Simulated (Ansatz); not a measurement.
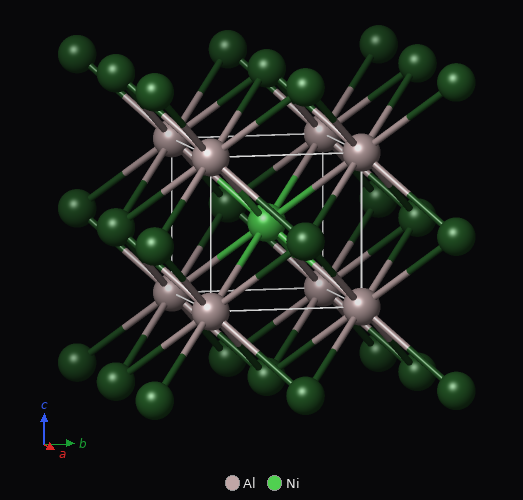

View slightly off an axis, drawn as a ball-and-stick model. The wireframe shows the unit cell. The first bonded neighbours in the surrounding cells are also shown, in fainter colours. Cell: a = 2.89 Å, b = 2.89 Å, c = 2.89 Å, α = 90.00°, β = 90.00°, γ = 90.00°.

The structure comes from a structure listed in the Materials Project. Earlier steps of the study may have refined or changed the cell and positions. An electronic-structure calculation with Ansatz was run on it.

Notes on the structure:

Answer. It has the composition AlNi. Within 0.01 Å the space group is Pm-3m (No. 221), primitive cubic: caesium chloride (CsCl, B2) type. Cell content 1 Al, 1 Ni; Z = 1. The Al atoms are each bonded to eight Ni in a cubic arrangement at about 2.5 Å. About every Ni there are eight Al in a cubic arrangement at about 2.5 Å. The bonds build a three-dimensional framework.

Run with Ansatz 0.2.0, DFT r2SCAN, scalar-relativistic, plane waves, PAW and these settings: 500 eV cutoff, k-points on a 20×20×18 grid, Gaussian smearing of 0.1 eV, no spin polarisation (a spin-restricted run, not always the ground state).

What does the calculation say: metal or gapped?

Answer. A metal: bands cross the Fermi level.

Predict the Bader charges.

Answer. Al +1.79 e; Ni -1.79 e.

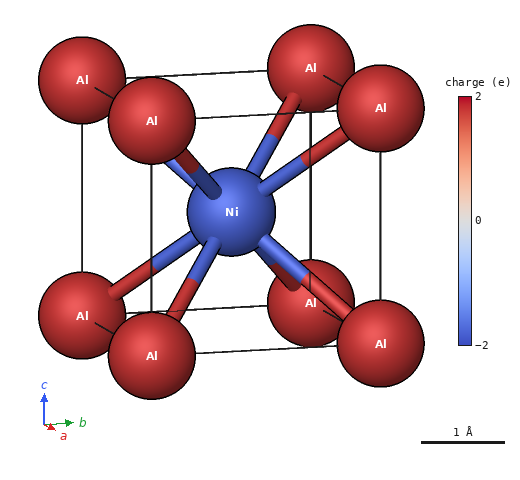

The atoms coloured by those charges. The run's cell of 2 atoms is drawn.

Is the structure in equilibrium?

Answer. No. All forces vanish to within 0.01 eV/Å. The pressure is -5.1 GPa, so the cell would contract.
